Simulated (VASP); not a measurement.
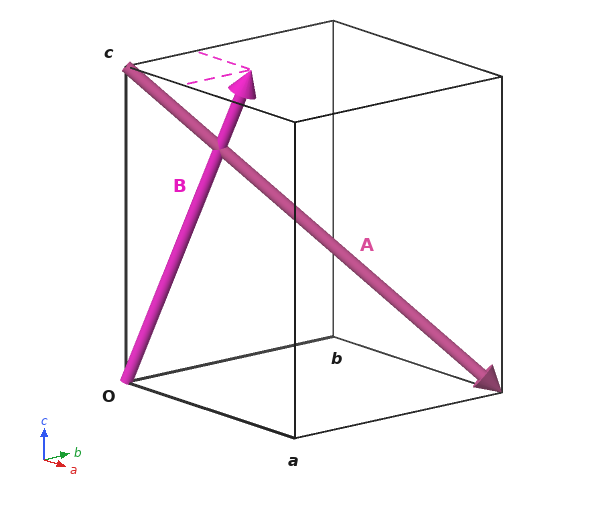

Each arrow starts at a corner of the unit cell and ends on its surface; where a tip isn't a corner, dashed lines run from it parallel to the axes. Crystal: SnO, coordinates from a relaxation with VASP Kohn-Sham DFT of a periodic cell, LDA, VASP PAW LDA potentials, recommended (VASP). All values are computed from the atomic coordinates in the standard setting (tolerance 0.002 Å).

a = 3.764 Å, b = 3.764 Å, c = 4.621 Å, α = 90.00°, β = 90.00°, γ = 90.00°.

Which lattice directions are drawn?

Answer. Arrow A runs from (0, 0, 1) to (1, 1, 0), so [1 1 −1]; Arrow B runs from (0, 0, 0) to (1/3, 1/3, 1), so [1 1 3].

How long is the vector ua + vb + wc in each case, and what angles do the directions make?

Answer. A 7.049 Å; B 14.850 Å. A–B: 110.0°.
